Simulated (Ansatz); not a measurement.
System: BeS, space group Fm-3m (No. 225), 2 atoms in the cell.

```yaml
crystal:
  lattice:
    - [0.00000, 2.31446, 2.31446]
    - [2.31446, 0.00000, 2.31446]
    - [2.31446, 2.31446, 0.00000]
  atoms:
    - { symbol: Be, position: [0.00000, 0.00000, 0.00000] }
    - { symbol: S, position: [0.50000, 0.50000, 0.50000] }
```

Level of theory: DFT, PBE, all-electron LAPW, scalar-relativistic, no spin polarisation, 13×13×13 k mesh, Fermi-Dirac smearing of 0.08 eV; code Ansatz.

What will the density of states look like?

There is a gap; over the k points computed it is 0.98 eV. By projected weight, the top eV of the valence band is S 3p almost alone; the bottom eV of the conduction band is Be 2s (85 %).

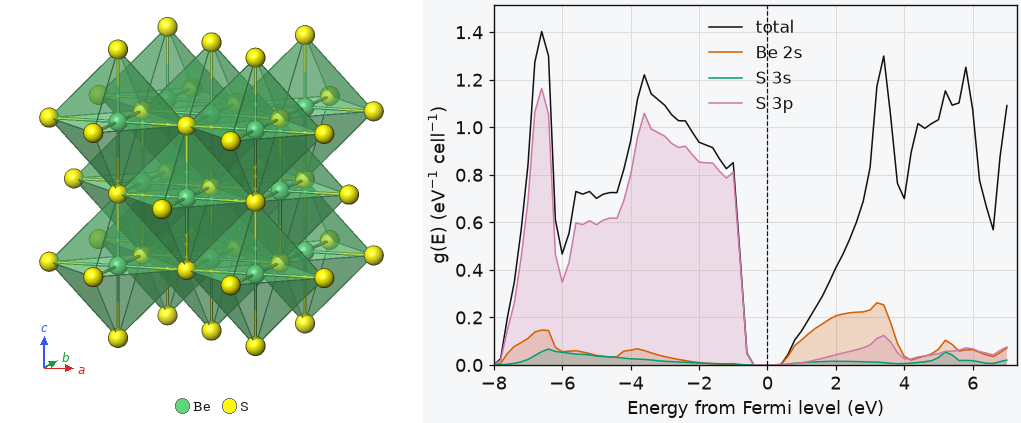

Density of states, beside the structure. Energies are counted from the Fermi level. The partial curves are projected on atomic shells; they sum to less than the total at higher energies, where shells without a projector contribute.
